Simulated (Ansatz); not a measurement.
**Single-point calculation, with input and output: TiC$_{63}$ (charge +1) (part 1 of 3)**

TiC$_{63}$ (defect cell, 64 atoms in the cell, total charge +1), computed with DFT PBE, scalar-relativistic, plane waves, PAW, spin-polarised (Ansatz 0.2.0).

The structure derives from an entry of the Crystallography Open Database.

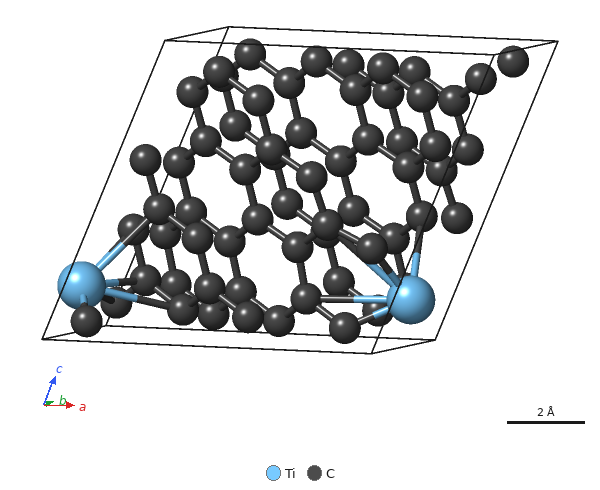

Figure 1. The structure as given in the input (ball-and-stick view of the cell of the calculation, seen at an oblique angle). An atom can appear more than once, as a periodic image.

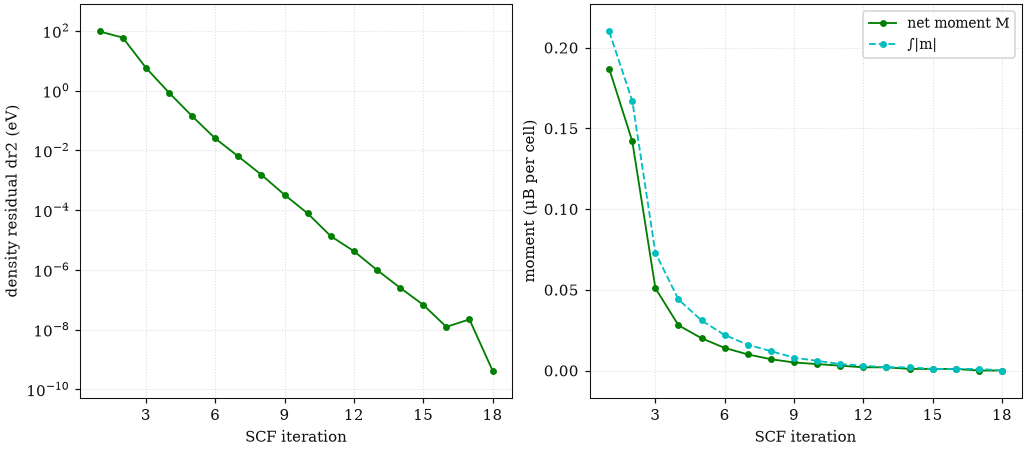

Figure 2. Convergence of the self-consistent field: density residual dr2 and magnetic moment against the SCF iteration. The residual falls almost steadily, with no more than small rises. The net moment goes from 0.2 to 0.0 μB per cell, and ∫|m| falls to zero.

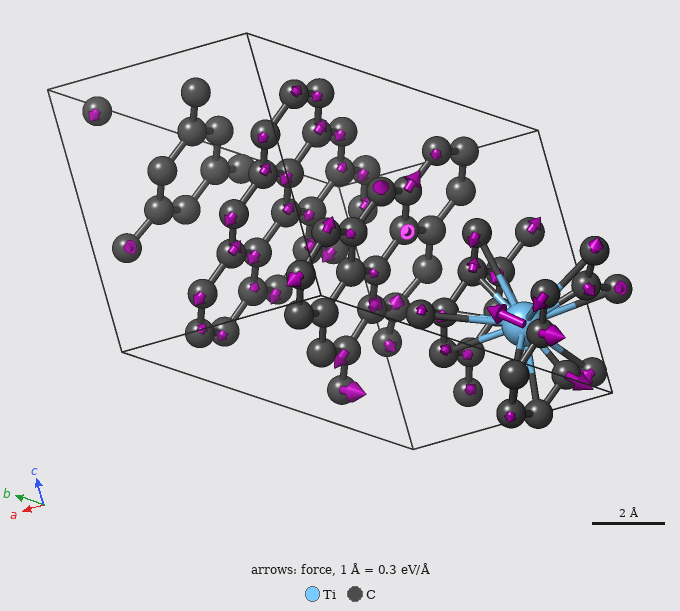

Figure 3. Forces on the atoms as pink arrows (ball-and-stick view of the cell of the calculation, seen at an oblique angle; bonded neighbours outside the cell are drawn too). The largest act on Ti1 (0.39 eV/Å); C34 (0.28 eV/Å); C36 (0.27 eV/Å); C23 (0.21 eV/Å), among others. Atoms are counted from 1 in the order of the input and aren't labelled in the picture. The geometry is not a stationary point of this energy.

The input that produced these results follows, with the program's output.

### Input
```yaml
crystal:
  lattice:
    - [-4.912115, -2.836011, 6.694023]
    - [4.912115, -2.836011, 6.694023]
    - [0.0, 5.672022, 6.694023]
  atoms:
    - { symbol: Ti, position: [1.0080776509, 0.2542642633, 0.1687051378], spin: 0.2 }
    - { symbol: C, position: [0.4096143972, 0.1620914618, 0.1831922289] }
    - { symbol: C, position: [0.6660331983, 0.4204381434, 0.1489641347] }
    - { symbol: C, position: [0.9083904817, 0.6633190926, 0.1832189035] }
    - { symbol: C, position: [0.6807031156, 0.175412442, 0.4077502311] }
    - { symbol: C, position: [0.910084889, 0.415117599, 0.4360654774] }
    - { symbol: C, position: [0.9082750419, 0.1620267488, 0.6829133303] }
    - { symbol: C, position: [0.1636703122, 0.4173824055, 0.1867633343] }
    - { symbol: C, position: [0.4192306399, 0.6661175188, 0.1485291072] }
    - { symbol: C, position: [0.6572203246, 0.910947876, 0.181557078] }
    - { symbol: C, position: [0.1614605262, 0.1638585058, 0.4361723657] }
    - { symbol: C, position: [0.4231914196, 0.4200864279, 0.4022587482] }
    - { symbol: C, position: [0.6568042841, 0.6609342473, 0.4314674236] }
    - { symbol: C, position: [0.9284902103, 0.9275831975, 0.4076968069] }
    - { symbol: C, position: [0.4224328638, 0.1681760061, 0.6484025016] }
    - { symbol: C, position: [0.6565848697, 0.4105151079, 0.6809665776] }
    - { symbol: C, position: [0.9213639055, 0.6694015799, 0.6484092426] }
    - { symbol: C, position: [0.6569563872, 0.1606534422, 0.9310629974] }
    - { symbol: C, position: [0.916977082, 0.4190108041, 0.8961848929] }
    - { symbol: C, position: [0.1732996267, 0.9126917146, 0.1487233274] }
    - { symbol: C, position: [0.1732093669, 0.6701029377, 0.4022597517] }
    - { symbol: C, position: [0.4071401093, 0.9104585207, 0.4314154594] }
    - { symbol: C, position: [0.1728243595, 0.4196995044, 0.6522114894] }
    - { symbol: C, position: [0.4056121477, 0.65939004, 0.679800459] }
    - { symbol: C, position: [0.6724338889, 0.9193319364, 0.6499969274] }
    - { symbol: C, position: [0.1717385958, 0.1636211336, 0.8960622136] }
    - { symbol: C, position: [0.4073009945, 0.4107801427, 0.9307011425] }
    - { symbol: C, position: [0.6679449614, 0.6664553121, 0.8960658035] }
    - { symbol: C, position: [0.9068842088, 0.910739783, 0.931097833] }
    - { symbol: C, position: [0.1566808589, 0.9102853935, 0.6809290902] }
    - { symbol: C, position: [0.1569646104, 0.6610031953, 0.9307090585] }
    - { symbol: C, position: [0.4194142366, 0.9147389385, 0.8959658162] }
    - { symbol: C, position: [0.5742134358, 0.0775359843, 0.0980116555] }
    - { symbol: C, position: [0.8294384539, 0.3453290701, 0.0621570507], spin: 0.2 }
    - { symbol: C, position: [0.8552504345, 0.1022143704, 0.3399110194], spin: 0.2 }
    - { symbol: C, position: [0.0978063767, 0.0758764536, 0.0618454775], spin: 0.2 }
    - { symbol: C, position: [0.3271177045, 0.3296226455, 0.0998854896] }
    - { symbol: C, position: [0.5827719735, 0.5837275096, 0.0629103517] }
    - { symbol: C, position: [0.8238347841, 0.8279729423, 0.0980791696] }
    - { symbol: C, position: [0.3263812795, 0.0789383481, 0.3502787944] }
    - { symbol: C, position: [0.5905748206, 0.3394539516, 0.321178603] }
    - { symbol: C, position: [0.8252416402, 0.5801046073, 0.3502738607] }
    - { symbol: C, position: [0.5905843673, 0.0867495697, 0.5672928775] }
    - { symbol: C, position: [0.8250338548, 0.3290565974, 0.6001702363] }
    - { symbol: C, position: [0.8236752032, 0.0774477037, 0.8479067739] }
    - { symbol: C, position: [0.075833194, 0.5807879105, 0.0998844806] }
    - { symbol: C, position: [0.3366697659, 0.8294915444, 0.0627397973] }
    - { symbol: C, position: [0.0806032892, 0.3343170512, 0.3559700546] }
    - { symbol: C, position: [0.3382739212, 0.5851683672, 0.3171910525] }
    - { symbol: C, position: [0.5734955241, 0.827228134, 0.3475136409] }
    - { symbol: C, position: [0.0753109987, 0.0787723768, 0.6002494343] }
    - { symbol: C, position: [0.3395854216, 0.3367419499, 0.5688912102] }
    - { symbol: C, position: [0.5727766041, 0.5766107369, 0.5971338656] }
    - { symbol: C, position: [0.8398482826, 0.8374699195, 0.5672364325] }
    - { symbol: C, position: [0.3384730894, 0.081652384, 0.8115765813] }
    - { symbol: C, position: [0.573134247, 0.32656098, 0.8470836427] }
    - { symbol: C, position: [0.8349225064, 0.5855880194, 0.8116835088] }
    - { symbol: C, position: [0.09250882, 0.8374449151, 0.3211074533] }
    - { symbol: C, position: [0.0899400837, 0.5865476112, 0.5689411424] }
    - { symbol: C, position: [0.3227727112, 0.8264630864, 0.5970582363] }
    - { symbol: C, position: [0.0874092041, 0.3343345815, 0.8165113731] }
    - { symbol: C, position: [0.3229761437, 0.5767388588, 0.846969708] }
    - { symbol: C, position: [0.586744848, 0.8336356256, 0.8137263072] }
    - { symbol: C, position: [0.0727453631, 0.8268460339, 0.847060972] }
magnetization:
  spin_polarized: true
total_charge: 1
basis:
  ecutwfc: 420
  fft_grid_basis: typed
kpoints:
  mp_grid: { grid: [3, 3, 3] }
hamiltonian:
  xc: pbe
  pseudopotentials: { kind: paw }
scf:
  occupations: { method: gaussian, width: 0.05 }
output:
  forces: true
  stress: false
  eigenvalues: true
  bader: true
  write_density: true
  volumetric_format: npy
  populations: true
```

Command:
```bash
ansatz run input.yaml --threads 4 --pin off --max-ram 10240MiB --backend cpu --events-out ev --progress --plain --runs-dir out
```

### What the program printed
```
Engine: ansatz 0.2.0, aarch64-unknown-linux-gnu
Pseudopotentials: kind: paw
Pseudopotential: Ti, paw, valence charge 12, recommended cutoff 420 eV (normal), Ti.paw.azcp
Pseudopotential: C, paw, valence charge 4, recommended cutoff 420 eV (normal), C.paw.azcp
Functional definition: PBE
  parameter kappa = 0.804
  parameter beta = 0.06672455060314922
  exchange = pbe_x(kappa = kappa, mu = beta*pi^2/3)
  correlation = pbe_c(beta = beta)
Crystal: 64 atoms, lattice volume = 559.519 Å³
Basis set: ecut = 420 eV, 10931 PW (Γ), exchange–correlation on 120×120×120 points (8 copies of the dense FFT grid, shifted against one another)
Bands: 196, of which v1, the nominal top of the filled ones, is band 132 counted from 1 (131 counted from 0)
Symmetry: 1 space group operations
Space group: P1 (ITA 1), of the structure as read, at distance tolerance 8.2e-5 Å
Magnetic group: BNS 1.1 (UNI 1), of the structure as read, at distance tolerance 8.2e-5 Å
k-points: 14 of 27 (time reversal used)
Non-local potential: Ti, projectors of the file, l = 0: 3, l = 1: 2, l = 2: 3, l = 3: 1
Non-local potential: C, projectors of the file, l = 0: 2, l = 1: 2, l = 2: 1
PAW form: soft (Blöchl's): semilocal exchange-correlation on the pseudo side does not see the compensation charge
PAW one-centre angular grid: Ti, 590 points (default); XC on 64 Gauss nodes
PAW one-centre angular grid: C, 110 points (default); XC on 64 Gauss nodes
Initial density: superposition of atomic densities (chi_scale 0.1, normalization cell, long waves kept (reshape's long-wave potential 0.26 eV rms))
Starting moments: Σ|m| = 0.8 μB on 4 of 64 sites
Initial wavefunctions: pseudopotential atomic-orbital guess
Functional: x = pbe(κ = 0.804, μ = 0.2195149727645171), c = pbe(β = 0.06672455060314922)
```
